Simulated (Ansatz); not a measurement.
SnH₇

Input

```
crystal:
  lattice:
    - [0.0, 3.2145241258, 3.2145241258]
    - [3.2145241258, 0.0, 3.2145241258]
    - [3.2145241258, 3.2145241258, 0.0]
  atoms:
    - { symbol: Sn, position: [0.25, 0.25, 0.25] }
    - { symbol: H, position: [0.6449251923, 0.3550748077, 0.3550748077] }
    - { symbol: H, position: [0.3550748077, 0.6449251923, 0.6449251923] }
    - { symbol: H, position: [0.6449251923, 0.3550748077, 0.6449251923] }
    - { symbol: H, position: [0.3550748077, 0.6449251923, 0.3550748077] }
    - { symbol: H, position: [0.6449251923, 0.6449251923, 0.3550748077] }
    - { symbol: H, position: [0.3550748077, 0.3550748077, 0.6449251923] }
    - { symbol: H, position: [0.75, 0.75, 0.75] }
basis:
  ecutwfc: 420
kpoints:
  mp_grid: { grid: [10, 10, 10] }
hamiltonian:
  xc: pbe
scf:
  occupations: { method: gaussian, width: 0.1 }
output:
  forces: true
  stress: true
  eigenvalues: true
  write_density: true
  write_potential: true
  elf: true
  volumetric_format: npy
relax:
  adjacent_minimum: "off"
  f_tol: 0.01
  max_steps: 80
  cell: { stress_tol: 0.05 }
```

Launched as:

```sh
ansatz run input.yaml --threads 1 --pin off --max-ram 2048MiB --backend cpu --events-out ev --progress --plain --runs-dir out
```

Below, planes, directions and counts refer to the conventional cell (a = 6.40 Å, b = 6.40 Å, c = 6.40 Å, α = 90.00°, β = 90.00°, γ = 90.00°).

The fields are those of the relaxed geometry.

Space group F-43m; a structure generated by program, which may or may not match a known phase; computed without spin polarisation.

All numbers below come from DFT PBE, scalar-relativistic, plane waves, PAW (Ansatz 0.2.0).

The density is the valence pseudo-density of a PAW calculation; it isn't the true density close to the nuclei.

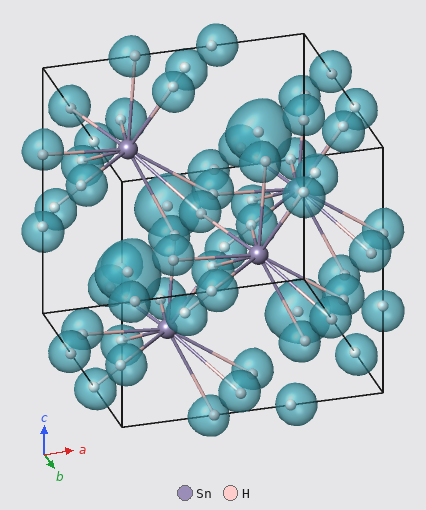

Figure 1. Isosurface of the electron localisation function at 0.8 (cyan), seen at an oblique angle. Only the valence region is drawn (cores and ρ < 0.01 e/Å³ removed). Sticks mark near contacts.

> What do the ELF domains correspond to?

At this value the surface marks out 28 regions around hydrogen nuclei, counted in one cell of 32 atoms. Regions shared between cells count once. Along the contacts the grid gives the following. Sn–H (2.36 Å): the ELF climbs to about 1 towards the hydrogen.

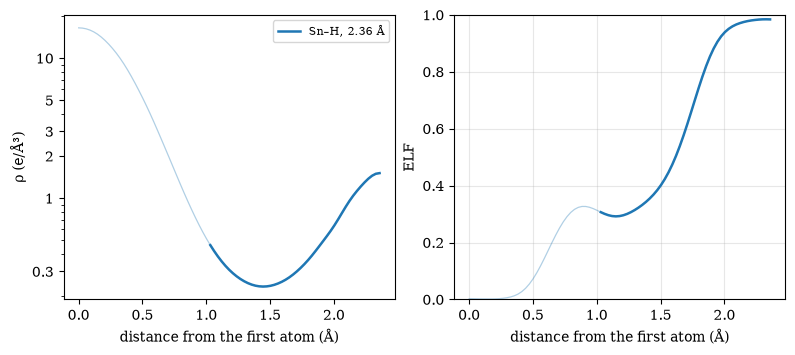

Figure 2. Valence pseudo-density and electron localisation function along straight lines between neighbouring atoms. Thin, pale parts lie inside the atomic spheres.

> What can be read from the curves?

Sn–H (2.36 Å): ρ at the midpoint is about 0.31 e/Å³; the ELF climbs to about 1 towards the hydrogen.

> Does the calculation give a band gap?

It is gapless in this calculation (a metal or semimetal).
